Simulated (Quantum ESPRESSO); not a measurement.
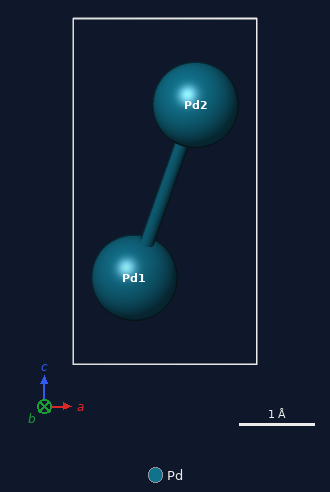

*The structure as given in the input (ball-and-stick view of the cell of the calculation, along the b axis; atoms are numbered from 1 in the order of the input). An atom can appear more than once, as a periodic image.*

Near neighbours in the periodic cell (some may lie outside the picture): Pd has 12 Pd at 2.84 Å.

# Run report: Pd, geometry relaxation (part 1 of 2)

The run: geometry relaxation of Pd (2 atoms in the cell). Method and program: Kohn-Sham DFT of a periodic cell, PBEsol, GBRV 1.5 PBEsol, no spin polarisation (Quantum ESPRESSO 7.5).

The structure derives from a Materials Project entry.

Input file
```
&CONTROL
  calculation = 'relax'
  prefix = 'pwscf'
  outdir = './tmp'
  pseudo_dir = './pseudo'
  tprnfor = .true.
  tstress = .true.
  disk_io = 'low'
  nstep = 40
  forc_conv_thr = 0.0004
  etot_conv_thr = 1d-05
/
&SYSTEM
  ibrav = 0
  nat = 2
  ntyp = 1
  ecutwfc = 45
  ecutrho = 360
  nbnd = 24
  occupations = 'smearing'
  smearing = 'fd'
  degauss = 0.00367493
/
&ELECTRONS
  conv_thr = 4d-10
  electron_maxstep = 120
  mixing_beta = 0.5
/
&IONS
  ion_dynamics = 'bfgs'
/
ATOMIC_SPECIES
Pd   106.4200 pd_pbesol_v1.4.uspp.F.UPF
CELL_PARAMETERS bohr
   5.3655718504    0.0000000000    0.0000000000
  -2.6827859253    4.6467215283    0.0000000000
   0.0000000000    0.0000000000    8.7473400302
ATOMIC_POSITIONS bohr
Pd    -0.0000000003    3.0978143524    2.1868350075
Pd     2.6827859254    1.5489071760    6.5605050226
K_POINTS automatic
11 11 6 0 0 0
```

Run as:
```bash
OMP_NUM_THREADS=1 mpirun -n 2 pw.x -nk 2 -in pw.in > pw.out
```

The program's output
```
This program is part of the open-source Quantum ESPRESSO suite
     for quantum simulation of materials; please cite
         "P. Giannozzi et al., J. Phys.:Condens. Matter 21 395502 (2009);
         "P. Giannozzi et al., J. Phys.:Condens. Matter 29 465901 (2017);
         "P. Giannozzi et al., J. Chem. Phys. 152 154105 (2020);
          URL
     in publications or presentations arising from this work. More details at

     Message from routine setup:
     using ibrav=0 with symmetry is DISCOURAGED, use correct ibrav instead

     K-points division:     npool     =       2
     Subspace diagonalization in iterative solution of the eigenvalue problem:
     a serial algorithm will be used

     G-vector sticks info
     --------------------
     sticks:   dense  smooth     PW     G-vecs:    dense   smooth      PW
     Sum         721     361    121                25109     8977    1581

     Using Slab Decomposition

     bravais-lattice index     =            0
     lattice parameter (alat)  =       5.3656  a.u.
     unit-cell volume          =     218.0915 (a.u.)^3
     number of atoms/cell      =            2
     number of atomic types    =            1
     number of electrons       =        32.00
     number of Kohn-Sham states=           24
     kinetic-energy cutoff     =      45.0000  Ry
     charge density cutoff     =     360.0000  Ry
     scf convergence threshold =      4.0E-10
     mixing beta               =       0.5000
     number of iterations used =            8  plain     mixing
     energy convergence thresh.=      1.0E-05
     force convergence thresh. =      4.0E-04
     Exchange-correlation= SLA  PW   PSX  PSC
                           (   1   4  10   8   0   0   0)
     nstep                     =           40

     celldm(1)=   5.365572  celldm(2)=   0.000000  celldm(3)=   0.000000
     celldm(4)=   0.000000  celldm(5)=   0.000000  celldm(6)=   0.000000

     crystal axes: (cart. coord. in units of alat)
               a(1) = (   1.000000   0.000000   0.000000 )
               a(2) = (  -0.500000   0.866025   0.000000 )
               a(3) = (   0.000000   0.000000   1.630272 )

     reciprocal axes: (cart. coord. in units 2 pi/alat)
               b(1) = (  1.000000  0.577350 -0.000000 )
               b(2) = (  0.000000  1.154701  0.000000 )
               b(3) = (  0.000000 -0.000000  0.613395 )

     PseudoPot. # 1 for Pd read from file:
     pd_pbesol_v1.4.uspp.F.UPF
     Pseudo is Ultrasoft + core correction, Zval = 16.0
     Generated by new atomic code, or converted to UPF format
     Using radial grid of  887 points,  6 beta functions with:
                l(1) =   0
                l(2) =   0
                l(3) =   1
                l(4) =   1
                l(5) =   2
                l(6) =   2
     Q(r) pseudized with  8 coefficients,  rinner =    1.130   1.130   1.130
                                                       1.130   1.130

     atomic species   valence    mass     pseudopotential
     Pd               16.00   106.42000     Pd( 1.00)

     24 Sym. Ops., with inversion, found (12 have fractional translation)

   Cartesian axes

     site n.     atom                  positions (alat units)
         1        Pd     tau(   1) = (  -0.0000000   0.5773503   0.4075679  )
         2        Pd     tau(   2) = (   0.5000000   0.2886751   1.2227038  )

     number of k points=    64  Fermi-Dirac smearing, width (Ry)=  0.0037
                       cart. coord. in units 2pi/alat
        k(    1) = (   0.0000000   0.0000000   0.0000000), wk =   0.0027548
        k(    2) = (   0.0000000   0.0000000   0.1022324), wk =   0.0055096
        k(    3) = (   0.0000000   0.0000000   0.2044649), wk =   0.0055096
        k(    4) = (   0.0000000   0.0000000  -0.3066973), wk =   0.0027548
        k(    5) = (   0.0000000   0.1049728   0.0000000), wk =   0.0165289
        k(    6) = (   0.0000000   0.1049728   0.1022324), wk =   0.0330579
        k(    7) = (   0.0000000   0.1049728   0.2044649), wk =   0.0330579
        k(    8) = (   0.0000000   0.1049728  -0.3066973), wk =   0.0165289
        k(    9) = (   0.0000000   0.2099456   0.0000000), wk =   0.0165289
        k(   10) = (   0.0000000   0.2099456   0.1022324), wk =   0.0330579
        k(   11) = (   0.0000000   0.2099456   0.2044649), wk =   0.0330579
        k(   12) = (   0.0000000   0.2099456  -0.3066973), wk =   0.0165289
        k(   13) = (   0.0000000   0.3149183   0.0000000), wk =   0.0165289
        k(   14) = (   0.0000000   0.3149183   0.1022324), wk =   0.0330579
        k(   15) = (   0.0000000   0.3149183   0.2044649), wk =   0.0330579
        k(   16) = (   0.0000000   0.3149183  -0.3066973), wk =   0.0165289
        k(   17) = (   0.0000000   0.4198911   0.0000000), wk =   0.0165289
        k(   18) = (   0.0000000   0.4198911   0.1022324), wk =   0.0330579
        k(   19) = (   0.0000000   0.4198911   0.2044649), wk =   0.0330579
        k(   20) = (   0.0000000   0.4198911  -0.3066973), wk =   0.0165289
        k(   21) = (   0.0000000   0.5248639   0.0000000), wk =   0.0165289
        k(   22) = (   0.0000000   0.5248639   0.1022324), wk =   0.0330579
        k(   23) = (   0.0000000   0.5248639   0.2044649), wk =   0.0330579
        k(   24) = (   0.0000000   0.5248639  -0.3066973), wk =   0.0165289
        k(   25) = (   0.0909091   0.1574592   0.0000000), wk =   0.0165289
        k(   26) = (   0.0909091   0.1574592   0.1022324), wk =   0.0330579
        k(   27) = (   0.0909091   0.1574592   0.2044649), wk =   0.0330579
        k(   28) = (   0.0909091   0.1574592  -0.3066973), wk =   0.0165289
        k(   29) = (   0.0909091   0.2624319   0.0000000), wk =   0.0330579
        k(   30) = (   0.0909091   0.2624319   0.1022324), wk =   0.0661157
        k(   31) = (   0.0909091   0.2624319   0.2044649), wk =   0.0661157
        k(   32) = (   0.0909091   0.2624319  -0.3066973), wk =   0.0330579
        k(   33) = (   0.0909091   0.3674047   0.0000000), wk =   0.0330579
        k(   34) = (   0.0909091   0.3674047   0.1022324), wk =   0.0661157
        k(   35) = (   0.0909091   0.3674047   0.2044649), wk =   0.0661157
        k(   36) = (   0.0909091   0.3674047  -0.3066973), wk =   0.0330579
        k(   37) = (   0.0909091   0.4723775   0.0000000), wk =   0.0330579
        k(   38) = (   0.0909091   0.4723775   0.1022324), wk =   0.0661157
        k(   39) = (   0.0909091   0.4723775   0.2044649), wk =   0.0661157
        k(   40) = (   0.0909091   0.4723775  -0.3066973), wk =   0.0330579
        k(   41) = (   0.0909091   0.5773503   0.0000000), wk =   0.0165289
        k(   42) = (   0.0909091   0.5773503   0.1022324), wk =   0.0330579
        k(   43) = (   0.0909091   0.5773503   0.2044649), wk =   0.0330579
        k(   44) = (   0.0909091   0.5773503  -0.3066973), wk =   0.0165289
        k(   45) = (   0.1818182   0.3149183   0.0000000), wk =   0.0165289
        k(   46) = (   0.1818182   0.3149183   0.1022324), wk =   0.0330579
        k(   47) = (   0.1818182   0.3149183   0.2044649), wk =   0.0330579
        k(   48) = (   0.1818182   0.3149183  -0.3066973), wk =   0.0165289
        k(   49) = (   0.1818182   0.4198911   0.0000000), wk =   0.0330579
        k(   50) = (   0.1818182   0.4198911   0.1022324), wk =   0.0661157
        k(   51) = (   0.1818182   0.4198911   0.2044649), wk =   0.0661157
        k(   52) = (   0.1818182   0.4198911  -0.3066973), wk =   0.0330579
        k(   53) = (   0.1818182   0.5248639   0.0000000), wk =   0.0330579
        k(   54) = (   0.1818182   0.5248639   0.1022324), wk =   0.0661157
        k(   55) = (   0.1818182   0.5248639   0.2044649), wk =   0.0661157
        k(   56) = (   0.1818182   0.5248639  -0.3066973), wk =   0.0330579
        k(   57) = (   0.2727273   0.4723775   0.0000000), wk =   0.0165289
        k(   58) = (   0.2727273   0.4723775   0.1022324), wk =   0.0330579
        k(   59) = (   0.2727273   0.4723775   0.2044649), wk =   0.0330579
        k(   60) = (   0.2727273   0.4723775  -0.3066973), wk =   0.0165289
        k(   61) = (   0.2727273   0.5773503   0.0000000), wk =   0.0165289
        k(   62) = (   0.2727273   0.5773503   0.1022324), wk =   0.0330579
        k(   63) = (   0.2727273   0.5773503   0.2044649), wk =   0.0330579
        k(   64) = (   0.2727273   0.5773503  -0.3066973), wk =   0.0165289

     Dense  grid:    25109 G-vectors     FFT dimensions: (  36,  36,  54)

     Smooth grid:     8977 G-vectors     FFT dimensions: (  24,  24,  40)

     Initial potential from superposition of free atoms

     starting charge      31.0000, renormalised to      32.0000

     negative rho (up, down):  1.570E-01 0.000E+00
     Starting wfcs are   24 randomized atomic wfcs

     Self-consistent Calculation

     iteration #  1     ecut=    45.00 Ry     beta= 0.50
     Davidson diagonalization with overlap
     ethr =  1.00E-02,  avg # of iterations =  5.1

     negative rho (up, down):  1.561E-01 0.000E+00

     total energy              =    -396.42092296 Ry
     estimated scf accuracy    <       2.63112253 Ry

     iteration #  2     ecut=    45.00 Ry     beta= 0.50
     Davidson diagonalization with overlap
     ethr =  8.22E-03,  avg # of iterations =  2.0

     negative rho (up, down):  1.574E-01 0.000E+00

     total energy              =    -397.15733584 Ry
     estimated scf accuracy    <       0.51894365 Ry

     iteration #  3     ecut=    45.00 Ry     beta= 0.50
     Davidson diagonalization with overlap
     ethr =  1.62E-03,  avg # of iterations =  2.2

     negative rho (up, down):  1.579E-01 0.000E+00

     total energy              =    -397.26295622 Ry
     estimated scf accuracy    <       0.00331659 Ry

     iteration #  4     ecut=    45.00 Ry     beta= 0.50
     Davidson diagonalization with overlap
     ethr =  1.04E-05,  avg # of iterations =  2.8

     negative rho (up, down):  1.582E-01 0.000E+00

     total energy              =    -397.26348253 Ry
     estimated scf accuracy    <       0.00022515 Ry

     iteration #  5     ecut=    45.00 Ry     beta= 0.50
     Davidson diagonalization with overlap
     ethr =  7.04E-07,  avg # of iterations =  2.1

     negative rho (up, down):  1.584E-01 0.000E+00

     total energy              =    -397.26351765 Ry
     estimated scf accuracy    <       0.00000334 Ry

     iteration #  6     ecut=    45.00 Ry     beta= 0.50
     Davidson diagonalization with overlap
     ethr =  1.04E-08,  avg # of iterations =  2.0

     negative rho (up, down):  1.585E-01 0.000E+00

     total energy              =    -397.26351837 Ry
     estimated scf accuracy    <       0.00000006 Ry

     iteration #  7     ecut=    45.00 Ry     beta= 0.50
     Davidson diagonalization with overlap
     ethr =  1.92E-10,  avg # of iterations =  2.1

     negative rho (up, down):  1.585E-01 0.000E+00

     total energy              =    -397.26351838 Ry
     estimated scf accuracy    <          4.3E-09 Ry

     iteration #  8     ecut=    45.00 Ry     beta= 0.50
     Davidson diagonalization with overlap
     ethr =  1.36E-11,  avg # of iterations =  2.0

     negative rho (up, down):  1.585E-01 0.000E+00

     End of self-consistent calculation

          k = 0.0000 0.0000 0.0000 (  1099 PWs)   bands (ev):

   -33.3398 -33.1115 -33.1115 -33.0679 -33.0679 -33.0438   9.7618  11.6727
    13.8870  13.9748  13.9748  14.3068  14.3068  14.7869  14.7869  16.1351
    16.1351  17.4658  22.9277  33.5789  35.7246  36.0992  37.4788  37.4788

          k = 0.0000 0.0000 0.1022 (  1105 PWs)   bands (ev):

   -33.3203 -33.1086 -33.1086 -33.0708 -33.0708 -33.0640   9.9950  11.7089
    13.8220  13.9097  13.9097  14.2296  14.2296  14.9706  14.9706  16.1094
    16.1094  16.4689  24.3042  33.2612  35.5567  35.6769  37.3696  37.3696

          k = 0.0000 0.0000 0.2045 (  1117 PWs)   bands (ev):

   -33.2669 -33.1188 -33.1006 -33.1006 -33.0788 -33.0788  10.6340  11.7264
    13.7071  13.8531  13.8531  14.0591  14.0591  14.8657  15.3489  15.3489
    15.9893  15.9893  27.0871  32.4910  34.5426  34.6280  37.3857  37.3857

          k = 0.0000 0.0000-0.3067 (  1110 PWs)   bands (ev):

   -33.1932 -33.1932 -33.0897 -33.0897 -33.0897 -33.0897  11.3926  11.3926
    13.8697  13.8697  13.9074  13.9074  13.9074  13.9074  15.7255  15.7255
    15.7255  15.7255  30.1738  30.1738  34.0540  34.0540  37.8416  37.8416

          k = 0.0000 0.1050 0.0000 (  1104 PWs)   bands (ev):

   -33.3322 -33.1290 -33.1172 -33.0861 -33.0711 -33.0470  10.0073  11.8373
    13.6822  14.1308  14.1470  14.2519  14.4492  14.6085  14.6902  15.4099
    16.1790  18.5163  22.9432  33.3024  35.0823  35.9042  35.9664  37.2079

          k = 0.0000 0.1050 0.1022 (  1107 PWs)   bands (ev):

   -33.3141 -33.1254 -33.1141 -33.0939 -33.0742 -33.0615  10.2344  11.8838
    13.6889  13.9616  14.0449  14.1100  14.3656  14.8568  14.9061  15.2632
    16.1422  17.5960  24.3993  33.1637  34.8816  35.7519  36.0322  36.3831

          k = 0.0000 0.1050 0.2045 (  1117 PWs)   bands (ev):

   -33.2646 -33.1312 -33.1154 -33.1057 -33.0851 -33.0826  10.8587  11.9304
    13.6661  13.7670  13.8178  13.9791  14.1921  14.5801  15.3096  15.3878
    15.9969  16.5008  27.2203  32.6423  34.2735  34.5616  35.9964  36.4831

          k = 0.0000 0.1050-0.3067 (  1114 PWs)   bands (ev):

   -33.1969 -33.1969 -33.1016 -33.1016 -33.0941 -33.0941  11.6112  11.6112
    13.5564  13.5564  14.0009  14.0009  14.0363  14.0363  15.7071  15.7071
    15.8822  15.8822  30.3317  30.3317  33.9316  33.9316  36.4966  36.4966

          k = 0.0000 0.2099 0.0000 (  1110 PWs)   bands (ev):

   -33.3109 -33.1761 -33.1345 -33.1321 -33.0798 -33.0567  10.6850  12.1993
    13.4362  13.9245  14.0428  14.4612  14.5684  14.5709  14.8483  14.8533
    16.2674  20.2152  23.0228  30.7593  33.7145  34.8817  35.6311  36.3409

          k = 0.0000 0.2099 0.1022 (  1112 PWs)   bands (ev):

   -33.2979 -33.1698 -33.1438 -33.1286 -33.0833 -33.0670  10.8815  12.2730
    13.4687  13.7201  13.9065  14.3189  14.5310  14.7223  14.8924  15.0488
    16.2068  18.9441  24.7303  30.9361  33.9925  34.3666  34.9520  36.2657

          k = 0.0000 0.2099 0.2045 (  1113 PWs)   bands (ev):

   -33.2628 -33.1738 -33.1499 -33.1190 -33.0929 -33.0929  11.4198  12.4052
    13.2839  13.5533  13.6643  14.2795  14.3250  14.5596  15.2750  15.5297
    16.0112  17.3699  27.6159  31.4502  33.2749  33.6491  34.8147  35.6769

          k = 0.0000 0.2099-0.3067 (  1120 PWs)   bands (ev):

   -33.2164 -33.2164 -33.1235 -33.1235 -33.1060 -33.1060  12.1019  12.1019
    13.2316  13.2316  13.9542  13.9542  14.3764  14.3764  15.6822  15.6822
    16.2674  16.2674  30.7573  30.7573  32.2757  32.2757  35.6000  35.6000

          k = 0.0000 0.3149 0.0000 (  1114 PWs)   bands (ev):

   -33.2796 -33.2380 -33.1968 -33.1510 -33.0917 -33.0727  11.5348  12.2964
    13.1425  13.5476  14.0201  14.2034  14.5636  15.2022  15.2435  15.4177
    16.3437  22.0888  23.2597  27.4829  31.7124  33.4252  34.5319  35.8074

          k = 0.0000 0.3149 0.1022 (  1111 PWs)   bands (ev):

   -33.2841 -33.2201 -33.2040 -33.1471 -33.0957 -33.0790  11.6152  12.3842
    13.1344  13.4871  13.8868  14.2724  14.7300  15.2506  15.3009  15.3481
    16.2634  20.2440  25.3891  27.7319  32.0745  32.3038  34.7004  35.9459

          k = 0.0000 0.3149 0.2045 (  1104 PWs)   bands (ev):

   -33.2800 -33.2340 -33.1743 -33.1362 -33.1066 -33.0990  11.8515  12.5287
    12.9112  13.3851  14.0015  14.4683  14.6779  15.0628  15.4904  15.7766
    16.0490  18.2953  27.9864  28.6071  30.8568  33.1048  33.9400  35.7694

          k = 0.0000 0.3149-0.3067 (  1122 PWs)   bands (ev):

   -33.2612 -33.2612 -33.1326 -33.1326 -33.1214 -33.1214  12.2182  12.2182
    13.1065  13.1065  14.3681  14.3681  14.7543  14.7543  15.7649  15.7649
    16.7840  16.7840  29.2861  29.2861  31.4844  31.4844  34.6640  34.6641

          k = 0.0000 0.4199 0.0000 (  1116 PWs)   bands (ev):

   -33.2952 -33.2529 -33.2445 -33.1681 -33.1030 -33.0936  11.9506  12.1505
    12.5774  13.9930  14.1099  14.2832  14.3516  15.8422  16.0131  16.3898
    16.4116  23.3776  23.9990  24.8185  30.1211  31.4250  31.6488  34.7770

          k = 0.0000 0.4199 0.1022 (  1121 PWs)   bands (ev):

   -33.3092 -33.2654 -33.2161 -33.1638 -33.1074 -33.0955  11.8564  12.1507
    12.8683  13.4275  14.1097  14.3168  15.1674  15.8660  15.8792  16.2841
    16.3227  21.3560  24.8509  26.2529  29.9710  30.5359  33.1198  35.0618

          k = 0.0000 0.4199 0.2045 (  1108 PWs)   bands (ev):
```
